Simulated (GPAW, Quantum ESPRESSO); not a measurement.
**Core-hole calculation of the B K edge in BAs (F-43m)**

Aim: the B K edge of BAs (F-43m) by two routes, a Lanczos recursion (XSpectra) and a sum over empty bands (GPAW), to see which features are robust.

Calculated with Quantum ESPRESSO 7.5; core-hole supercells, plane-wave PAW PBE (first program; GPAW 26.7.0 follows as the second).

## (1) The starting structure

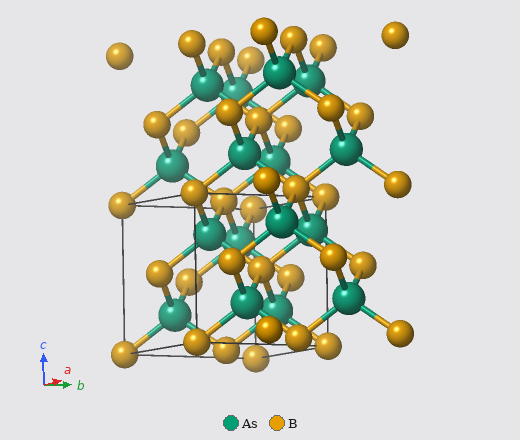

The cell as given, from a free direction (arsenic teal, boron orange). 2×1×2 cells are drawn. This picture shows the conventional cell, with its axes. Bonds to atoms that aren't drawn are left out. Some periodic images of atoms are drawn too.

## (2) Ground state of the crystal (Quantum ESPRESSO)

The ground state comes first: it tells whether the system has a gap, which decides how the excited electron is treated.

Contents of scf.in:

```
&control
   calculation='scf', prefix='x', pseudo_dir='../pp', outdir='tmp', tprnfor=.true.
/
&system
   ibrav=0, nat=2, ntyp=2, nbnd=8
   ecutwfc=56, ecutrho=360
   occupations='smearing', smearing='mv', degauss=0.015
/
&electrons
   conv_thr=2.0e-08, electron_maxstep=120
   mixing_beta=0.5
/
ATOMIC_SPECIES
As 1.0 As.pbe-n-kjpaw.UPF
B3 1.0 B.pbe-n-kjpaw.UPF
CELL_PARAMETERS angstrom
  0.00000000 2.38850000 2.38850000
  2.38850000 0.00000000 2.38850000
  2.38850000 2.38850000 0.00000000
ATOMIC_POSITIONS crystal
As   0.75000000 0.75000000 0.75000000
B3   0.00000000 0.00000000 0.00000000
K_POINTS automatic
10 10 10 0 0 0
```

Contents of As.pbe-n-kjpaw.ld1.in:

```
&input
   title='As', zed=33., rel=1, iswitch=3, dft='PBE',
   config='[Ar] 4s2 4p3 3d10 4d-1'
/
&inputp
   file_pseudopw='As.pbe-n-kjpaw.UPF', author='',
   lpaw=.true.,
   pseudotype=3,
   lloc=2,
   which_augfun='PSQ',
   rmatch_augfun_nc=.true.,
   nlcc=.true.,
   new_core_ps=.true.,
   rcore=1.5,
   tm=.true.,
   lgipaw_reconstruction=.true., use_paw_as_gipaw=.true.
/
5
4S  1  0  2.00  0.00  1.60  1.80  0.0
4S  1  0  0.00  0.40  1.60  1.80  0.0
4P  2  1  3.00  0.00  1.60  2.00  0.0
4P  2  1  0.00  0.40  1.60  2.00  0.0
4D  3  2 -2.00  0.50  2.00  2.00  0.0
```

Contents of B.pbe-n-kjpaw.ld1.in:

```
&input
   title='B', zed=5., rel=1, iswitch=3, dft='PBE',
   config='[He] 2s2 2p1'
/
&inputp
   file_pseudopw='B.pbe-n-kjpaw.UPF', author='',
   lpaw=.true.,
   pseudotype=3,
   lloc=-1,
   rcloc=1.2,
   which_augfun='PSQ',
   rmatch_augfun_nc=.true.,
   nlcc=.true.,
   new_core_ps=.true.,
   rcore=0.9,
   tm=.true.,
   lgipaw_reconstruction=.true., use_paw_as_gipaw=.true.
/
4
2S  1  0  2.00  0.00  1.00  1.20  0.0
2S  1  0  0.00  3.00  1.00  1.20  0.0
2P  2  1  1.00  0.00  1.00  1.40  0.0
2P  2  1  0.00  1.50  1.00  1.40  0.0
```

The run is started by

```console
$ OMP_NUM_THREADS=1 mpirun --oversubscribe --bind-to none -np 4 pw.x -nk 4 -in scf.in > scf.out
```

The log of the run:

```text
     [... banner and references ...]
using ibrav=0 with symmetry is DISCOURAGED, use correct ibrav instead

     G-vector sticks info
     --------------------

     Using Slab Decomposition

     bravais-lattice index     =            0
     lattice parameter (alat)  =       6.3832  a.u.
     unit-cell volume          =     183.9087 (a.u.)^3
     number of atoms/cell      =            2
     number of atomic types    =            2
     number of electrons       =         8.00
     number of Kohn-Sham states=            8
     kinetic-energy cutoff     =      56.0000  Ry
     charge density cutoff     =     360.0000  Ry
     scf convergence threshold =      2.0E-08
     mixing beta               =       0.5000
     number of iterations used =            8  plain     mixing
     Exchange-correlation= SLA  PW   PBX  PBC
                           (   1   4   3   4   0   0   0)

     celldm(1)=   6.383210  celldm(2)=   0.000000  celldm(3)=   0.000000
     celldm(4)=   0.000000  celldm(5)=   0.000000  celldm(6)=   0.000000

     crystal axes: (cart. coord. in units of alat)
               a(1) = (   0.000000   0.707107   0.707107 )
               a(2) = (   0.707107   0.000000   0.707107 )
               a(3) = (   0.707107   0.707107   0.000000 )

     reciprocal axes: (cart. coord. in units 2 pi/alat)
               b(1) = ( -0.707107  0.707107  0.707107 )
               b(2) = (  0.707107 -0.707107  0.707107 )
               b(3) = (  0.707107  0.707107 -0.707107 )

     PseudoPot. #1 for As:     Pseudo is Projector augmented-wave + core cor, Zval =  5.0

     ../pp/B.pbe-n-kjpaw.UPF
     Pseudo is Projector augmented-wave + core cor, Zval =  3.0
     Shape of augmentation charge: PSQ
     Using radial grid of 1059 points,  4 beta functions with:
                l(1) =   0
                l(2) =   0
                l(3) =   1
                l(4) =   1
     Q(r) pseudized with 0 coefficients

     atomic species   valence    mass     pseudopotential
     As                5.00     1.00000     As( 1.00)
     B3                3.00     1.00000     B ( 1.00)

     24 Sym. Ops. (no inversion) found

   Cartesian axes

     site n.     atom                  positions (alat units)
         1        As     tau(   1) = (   1.0606602   1.0606602   1.0606602  )
         2        B3     tau(   2) = (   0.0000000   0.0000000   0.0000000  )

     number of k points=    47  Marzari-Vanderbilt smearing, width (Ry)=  0.0150
                       cart. coord. in units 2pi/alat
        k(    1) = (   0.0000000   0.0000000   0.0000000), wk =   0.0020000
        k(    2) = (   0.0707107   0.0707107  -0.0707107), wk =   0.0160000
        k(    3) = (   0.1414214   0.1414214  -0.1414214), wk =   0.0160000
        k(    4) = (   0.2121320   0.2121320  -0.2121320), wk =   0.0160000
        k(    5) = (   0.2828427   0.2828427  -0.2828427), wk =   0.0160000
[...]
k(   45) = (  -0.1414214  -0.4242641   0.7071068), wk =   0.0480000
        k(   46) = (  -0.0707107  -0.3535534   0.6363961), wk =   0.0480000
        k(   47) = (  -0.7071068   0.2828427   0.0000000), wk =   0.0240000

     Dense  grid:    21187 G-vectors     FFT dimensions: (  40,  40,  40)

     Smooth grid:    10417 G-vectors     FFT dimensions: (  32,  32,  32)

     Initial potential from superposition of free atoms

     starting charge       7.9995, renormalised to       8.0000
     Starting wfcs are    8 randomized atomic wfcs
     Checking if some PAW data can be deallocated...

     per-process dynamical memory:    21.6 Mb

     Self-consistent Calculation

     iteration #  1     ecut=    56.00 Ry     beta= 0.50
     Davidson diagonalization with overlap
     ethr =  1.00E-02,  avg # of iterations =  3.1

     total energy              =    -187.42473261 Ry
     estimated scf accuracy    <       0.15278211 Ry

     iteration #  2     ecut=    56.00 Ry     beta= 0.50
[...]
estimated scf accuracy    <       0.00000007 Ry

     iteration #  7     ecut=    56.00 Ry     beta= 0.50
     Davidson diagonalization with overlap
     ethr =  8.48E-10,  avg # of iterations =  2.1

     WARNING: integrated charge=     8.00000179, expected=     8.00000000

     total energy              =    -187.45283900 Ry
     estimated scf accuracy    <       0.00000002 Ry

     iteration #  8     ecut=    56.00 Ry     beta= 0.50
     Davidson diagonalization with overlap
     ethr =  2.59E-10,  avg # of iterations =  1.0

     End of self-consistent calculation

          k = 0.0000 0.0000 0.0000 (  1291 PWs)   bands (ev):

    -6.7490   8.6435   8.6435   8.6435  11.9486  11.9486  11.9486  13.4309

          k = 0.0707 0.0707-0.0707 (  1303 PWs)   bands (ev):

    -6.5850   7.2480   8.3439   8.3439  12.1029  12.3484  12.3484  14.3159

          k = 0.1414 0.1414-0.1414 (  1324 PWs)   bands (ev):

    -6.1013   4.8826   7.7741   7.7741  11.8910  13.0686  13.0686  15.9706

          k = 0.2121 0.2121-0.2121 (  1314 PWs)   bands (ev):

    -5.3349   2.5938   7.2718   7.2718  11.6136  13.4656  13.4656  17.2645

          k = 0.2828 0.2828-0.2828 (  1299 PWs)   bands (ev):

    -4.4194   0.7234   6.9506   6.9506  11.4244  13.4820  13.4820  17.6979

          k =-0.3536-0.3536 0.3536 (  1308 PWs)   bands (ev):

[...]
k = 0.1414-0.0000 0.0000 (  1299 PWs)   bands (ev):

[...]
k = 0.2121 0.0707-0.0707 (  1309 PWs)   bands (ev):

[...]
k =-0.2828-0.4243 0.4243 (  1307 PWs)   bands (ev):

[...]
k =-0.2121-0.3536 0.3536 (  1297 PWs)   bands (ev):

[...]
k =-0.1414-0.2828 0.2828 (  1309 PWs)   bands (ev):

[...]
k =-0.0707-0.2121 0.2121 (  1306 PWs)   bands (ev):

[...]
k = 0.0000-0.1414 0.1414 (  1311 PWs)   bands (ev):

[...]
k = 0.2828-0.0000 0.0000 (  1307 PWs)   bands (ev):

[...]
k = 0.0000-0.2828 0.2828 (  1326 PWs)   bands (ev):

[...]
k = 0.4950 0.0707-0.0707 (  1297 PWs)   bands (ev):

[...]
k = 0.5657-0.0000 0.0000 (  1290 PWs)   bands (ev):

[...]
k = 0.0000-0.5657 0.5657 (  1296 PWs)   bands (ev):

[...]
k =-0.7071 0.0000 0.0000 (  1298 PWs)   bands (ev):

[...]
k = 0.2828 0.1414 0.0000 (  1313 PWs)   bands (ev):

[...]
k = 0.3536 0.2121-0.0707 (  1309 PWs)   bands (ev):

[...]
k = 0.4243 0.1414-0.0000 (  1302 PWs)   bands (ev):

[...]
k = 0.0000-0.2828 0.4243 (  1299 PWs)   bands (ev):

[...]
k =-0.0000-0.4243 0.5657 (  1290 PWs)   bands (ev):

[...]
k =-0.7071 0.1414 0.0000 (  1298 PWs)   bands (ev):

[...]
k =-0.1414-0.4243 0.7071 (  1294 PWs)   bands (ev):

    -3.0404   1.0166   3.1856   4.4898  13.0989  14.0217  14.8191  18.4065

          k =-0.0707-0.3536 0.6364 (  1300 PWs)   bands (ev):

    -2.6297   0.6533   2.9551   4.1500  13.4187  14.4277  15.6289  16.7550

          k =-0.7071 0.2828 0.0000 (  1294 PWs)   bands (ev):

    -2.4217   0.5245   3.3014   3.5378  13.2040  13.5635  16.5339  16.6597

     the Fermi energy is     9.3490 ev

     WARNING: integrated charge=     8.00000179, expected=     8.00000000

!    total energy              =    -187.45283900 Ry
     total all-electron energy =     -4571.659546 Ry
     estimated scf accuracy    <          6.2E-10 Ry
     smearing contrib. (-TS)   =       0.00000002 Ry
     internal energy E=F+TS    =    -187.45283902 Ry

     The total energy is F=E-TS. E is the sum of the following terms:
     one-electron contribution =       7.01579399 Ry
     hartree contribution      =       1.24160307 Ry
     xc contribution           =     -14.47958535 Ry
     ewald contribution        =     -19.93341868 Ry
     one-center paw contrib.   =    -161.29723205 Ry

     convergence has been achieved in   8 iterations

     Forces acting on atoms (cartesian axes, Ry/au):

     atom    1 type  1   force =     0.00000000    0.00000000   -0.00000000
     atom    2 type  2   force =     0.00000000    0.00000000   -0.00000000

     Total force =     0.000000     Total SCF correction =     0.000000

     XML data file, charge density, pseudopotentials, collected wavefunctions

=------------------------------------------------------------------------------=
   JOB DONE.
=------------------------------------------------------------------------------=
```

Run time: 2.8 s. Hardware: 4 MPI ranks of AMD EPYC 9R14 (Zen 4), shared host; peak memory 0.07 GiB.

Absorbing atoms carry a label of their own (element plus a letter or digit), as the spectrum program needs them as separate species.

The mesh shows a gap of 1.17 eV, so the hole is first treated in a charged cell, without the excited electron.

## (3) Spectrum without a core hole, B atom 2 (Quantum ESPRESSO)

Without a hole the spectrum is the empty density of states of the right symmetry on the absorber, weighted by matrix elements. It needs only the small cell and serves as the baseline.

The absorber has 4 As at 2.07 Å (tetrahedral, site symmetry -43m).

Contents of xspectra.in:

```
&input_xspectra
   calculation='xanes_dipole', edge='K'
   prefix='x', outdir='tmp', xiabs=2, xe0=9.2276
   xonly_plot=.false., x_save_file='xanes.sav'
   xniter=3000, xcheck_conv=20, xerror=0.005
   xcoordcrys=.false., xepsilon(1)=1, xepsilon(2)=0, xepsilon(3)=0
/
&plot
   xnepoint=413, xemin=-10, xemax=45, terminator=.true., cut_occ_states=.true.
   xgamma=0.4
/
&pseudos
   filecore='../B.wfc'
/
&cut_occ
   cut_desmooth=0.1, cut_stepl=0.05, cut_stepu=0.05, cut_ierror=1e-5
/
8 8 8 0 0 0
```

The run is started by

```console
$ OMP_NUM_THREADS=1 mpirun --oversubscribe --bind-to none -np 4 xspectra.x -nk 4 -in xspectra.in > xspectra.out
```

The log of the run:

```text
     [... banner and references ...]
Reading input_file

     calculation: xanes_dipole

     xepsilon  [cartesian coordinates]:   1.000000   0.000000   0.000000

     xonly_plot: FALSE
        => complete calculation: Lanczos + spectrum plot

     filecore (core-wavefunction file): ../B.wfc

     main plot parameters:
        cut_occ_states: TRUE
        gamma_mode:  constant
        -> using xgamma [eV]:  0.40
        xemin [eV]: -10.00
        xemax [eV]:  45.00
        xnepoint:  413
        xe0 [eV]:   9.227600 (energy zero read in input file)

[...]
Results of STEP 1 successfully written in x_save_file
     x_save_file name:
     ->  xanes.sav
     x_save_file version:  2

     ... End STEP 1 ...

     ... Begin STEP 2 ...

     The spectrum is calculated using the following parameters:
        xe0 [eV]:    9.2276
        the occupied states are elimintate from the spectrum
        xemin [eV]: -10.00
        xemax [eV]:  45.00
        xnepoint:  413
        constant broadening parameter [eV]:    0.400
        Core level energy [eV]:  -188.0
         (from electron binding energy of neutral atoms in X-ray data booklet)

     Cross-section successfully written in xanes.dat

     ... End STEP 2 ...

                                END JOB XSpectra
```

Wall time 11 s (4 MPI ranks); peak memory 0.08 GiB; 41 s of CPU time.

The B K spectrum, B atom 2, no core hole (energy from the lowest empty level; intensity scaled to a mean of 1 over the first 20 eV; the points at xe0, where the cut of filled states can leave a spike, are interpolated):

```
E (eV)  intensity
  -2.0       0.04
  -0.5       0.10
   1.0       0.39
   2.5       1.17
   4.0       1.22
   5.5       1.33
   7.0       1.28
   8.5       1.28
  10.0       1.32
  11.5       1.30
  13.0       0.77
  14.5       0.97
  16.0       0.86
  17.5       0.43
  19.0       0.59
  20.5       0.65
  22.0       0.77
  23.5       1.04
  25.0       0.92
  26.5       0.87
  28.0       0.79
  29.5       0.65
  31.0       0.79
```

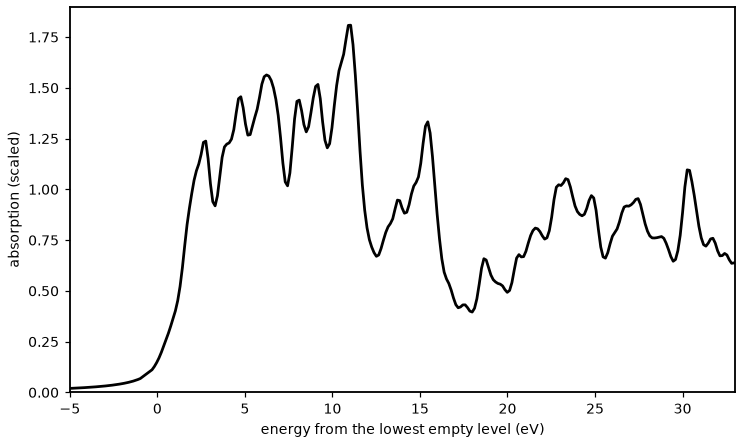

The B K edge, B atom 2, no core hole: main maxima at 6.2, 9.2 and 11.0 eV.

Main maxima below 24 eV (height): 2.8 eV (1.24), 4.8 eV (1.46), 6.2 eV (1.56), 8.1 eV (1.44), 9.2 eV (1.52), 11.0 eV (1.81) and 15.4 eV (1.33). A K edge sees empty p states on the absorber.

## (4) Another broadening

The final state's lifetime shortens with energy, so measured features broaden above the edge; the saved Lanczos coefficients are redrawn with a width that grows.

Contents of xspectra_plot.in:

```
&input_xspectra
   calculation='xanes_dipole', edge='K'
   prefix='x', outdir='tmp', xiabs=2, xe0=9.2276
   xonly_plot=.true., x_save_file='xanes.sav'
   xniter=3000, xcheck_conv=20, xerror=0.005
   xcoordcrys=.false., xepsilon(1)=1, xepsilon(2)=0, xepsilon(3)=0
/
&plot
   xnepoint=413, xemin=-10, xemax=45, terminator=.true., cut_occ_states=.true.
   gamma_mode='variable', gamma_energy(1)=4, gamma_energy(2)=25, gamma_value(1)=0.3, gamma_value(2)=2.5
/
&pseudos
   filecore='../B.wfc'
/
&cut_occ
   cut_desmooth=0.1, cut_stepl=0.05, cut_stepu=0.05, cut_ierror=1e-5
/
8 8 8 0 0 0
```

The run is started by

```console
$ OMP_NUM_THREADS=1 xspectra.x -in xspectra_plot.in > xspectra_plot.out
```

The log of the run:

```text
     [... banner and references ...]
Reading input_file
     -------------------------------------------------------------------------

     calculation: xanes_dipole

     xonly_plot: TRUE
        => only the spectrum plot

     main plot parameters:
        cut_occ_states: TRUE
        gamma_mode:  variable
        -> first, constant up to point ( 4.00, 0.30) [eV]
        -> then, linear up to point (25.00, 2.50) [eV]
        -> finally, constant up to xemax
        xemin [eV]: -10.00
        xemax [eV]:  45.00
        xnepoint:  413
[...]
xemin [eV]: -10.00
        xemax [eV]:  45.00
        xnepoint:  413
        energy-dependent broadening parameter:
         -> first, constant up to point ( 4.00, 0.30) [eV]
         -> then, linear up to point (25.00, 2.50) [eV]
         -> finally, constant up to xemax
        Core level energy [eV]:  -188.0
         (from electron binding energy of neutral atoms in X-ray data booklet)

     Cross-section successfully written in xanes.dat

     -------------------------------------------------------------------------
                                END JOB XSpectra
     -------------------------------------------------------------------------
[key lines of the parts left out:]
Fermi level [eV]:   8.6435
```

Run time: 4.4 s. Hardware: 1 MPI rank; peak memory 0.07 GiB.

With a Lorentzian half width 0.3 eV up to 4 eV, rising linearly to 2.5 eV at 25 eV (counted from xe0, 0.6 eV below the zero used here), the maxima are 2.8 eV (1.39), 4.6 eV (1.43), 6.2 eV (1.47), 9.0 eV (1.33), 10.5 eV (1.37) and 23.7 eV (0.80).

## (5) Supercell without a hole, the energy reference (Quantum ESPRESSO)

The photon energy needs a difference of total energies, so the cell and mesh of the coming hole run are first run without a hole.

Contents of scf.in:

```
&control
   calculation='scf', prefix='x', pseudo_dir='../pp', outdir='tmp', tprnfor=.true.
/
&system
   ibrav=0, nat=16, ntyp=2, nbnd=36
   ecutwfc=56, ecutrho=360
   occupations='fixed'
/
&electrons
   conv_thr=1.6e-07, electron_maxstep=120
   mixing_beta=0.5
/
ATOMIC_SPECIES
As 1.0 As.pbe-n-kjpaw.UPF
B 1.0 B.pbe-n-kjpaw.UPF
CELL_PARAMETERS angstrom
  0.00000000 4.77700000 4.77700000
  4.77700000 0.00000000 4.77700000
  4.77700000 4.77700000 0.00000000
ATOMIC_POSITIONS crystal
As   0.37500000 0.37500000 0.37500000
As   0.37500000 0.37500000 0.87500000
As   0.37500000 0.87500000 0.37500000
As   0.87500000 0.37500000 0.37500000
As   0.37500000 0.87500000 0.87500000
As   0.87500000 0.37500000 0.87500000
As   0.87500000 0.87500000 0.37500000
As   0.87500000 0.87500000 0.87500000
B    0.00000000 0.00000000 0.00000000
B    0.00000000 0.00000000 0.50000000
B    0.00000000 0.50000000 0.00000000
B    0.50000000 0.00000000 0.00000000
B    0.00000000 0.50000000 0.50000000
B    0.50000000 0.00000000 0.50000000
B    0.50000000 0.50000000 0.00000000
B    0.50000000 0.50000000 0.50000000
K_POINTS automatic
3 3 3 0 0 0
```

The run is started by

```console
$ OMP_NUM_THREADS=1 mpirun --oversubscribe --bind-to none -np 4 pw.x -nk 4 -in scf.in > scf.out
```

The log of the run:

```text
     [... banner and references ...]
[banner, memory and clock lines left out]
Found identity + (  0.0000  0.0000 -0.5000) symmetry
     This is a supercell, fractional translations are disabled
     using ibrav=0 with symmetry is DISCOURAGED, use correct ibrav instead

     G-vector sticks info

     bravais-lattice index     =            0
     lattice parameter (alat)  =      12.7664  a.u.
     unit-cell volume          =    1471.2698 (a.u.)^3
     number of atoms/cell      =           16
[...]
atom    2 type  1   force =     0.00000088    0.00000088   -0.00000088
     atom    3 type  1   force =     0.00000088   -0.00000088    0.00000088
[...]
atom   15 type  2   force =     0.00000000   -0.00000000   -0.00000123
     atom   16 type  2   force =     0.00000000    0.00000000    0.00000000

     Total force =     0.000008     Total SCF correction =     0.000046
     SCF correction compared to forces is large: reduce conv_thr to get better values

     XML data file, charge density, pseudopotentials, collected wavefunctions
[key lines of the parts left out:]
!    total energy              =   -1499.61142253 Ry
convergence has been achieved in  11 iterations
```

Wall time 13 s (4 MPI ranks); peak memory 0.23 GiB; 50 s of CPU time.

Reference energy: -497604.621 eV with the cores included.

(Continued in part 2 of 4.)

[Banner, clock and machine lines of the logs are left out without a mark of their own.]

[Logs are printed without paths, hosts, clocks, repeated set-up lines and the standing remarks that a program may print on its own settings, such as how far it seeks lower states.]

[Hosts, paths, dates, database ids (printed as entryN), source tags and the programs' standing remarks are cut or masked in the printed files.]

[Lists of maxima count a maximum above −3 eV only where it reaches 4 % of the highest in the window and stands out from its surroundings by 2 % of it (1.5 % where it reaches 55 %); shoulders and weaker maxima are passed over, and of the rest the first, up to two pre-edge ones and the few strongest are named.]
